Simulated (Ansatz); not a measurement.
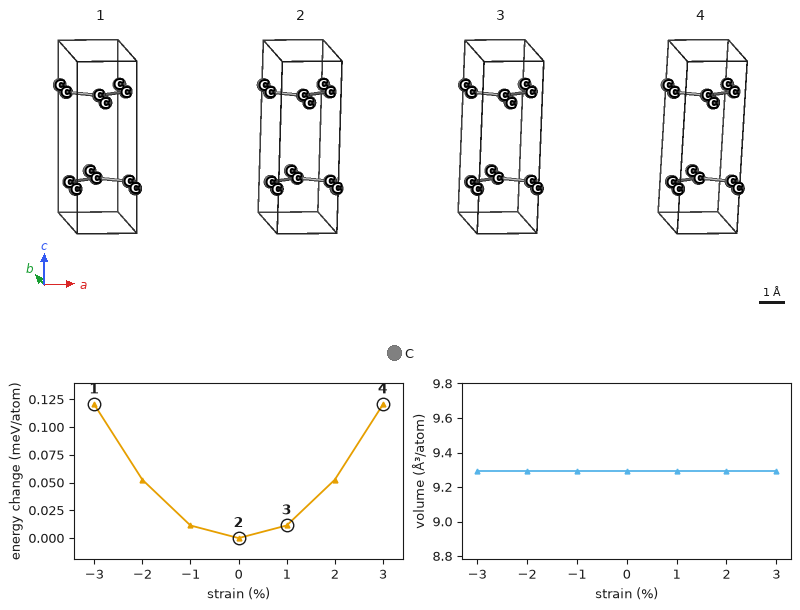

Members of a series of calculations on crystalline C (set up in Cmme), marked on the first curve. Style: ball-and-stick. Shown: the cell of the calculation, slightly off an axis.

All numbers below come from Ansatz, DFT r2SCAN, scalar-relativistic, plane waves, PAW. Settings: plane-wave cutoff 500 eV; k-point mesh 14 × 8 × 6; occupations gaussian; smearing width 0.1 eV; no spin polarisation.

> Describe the series.

Shear of c along a, cell held, atoms relaxed. 1 (strain −3.0 %): energy change 0.1 meV/atom, volume 9.29 Å³ per atom. 2 (strain 0.0 %): energy change 0.0 meV/atom, volume 9.29 Å³ per atom. 3 (strain 1.0 %): energy change 0.0 meV/atom, volume 9.29 Å³ per atom. 4 (strain 3.0 %): energy change 0.1 meV/atom, volume 9.29 Å³ per atom. The rest compares 1 with 4. The drawn cell changes at constant volume: a unchanged at 2.456 Å, b unchanged at 4.253 Å, c unchanged at 7.119 Å, β 91.7° → 88.3°. 

Limits of the set-up: layers or molecules are held without a dispersion correction, so their spacing is unreliable.
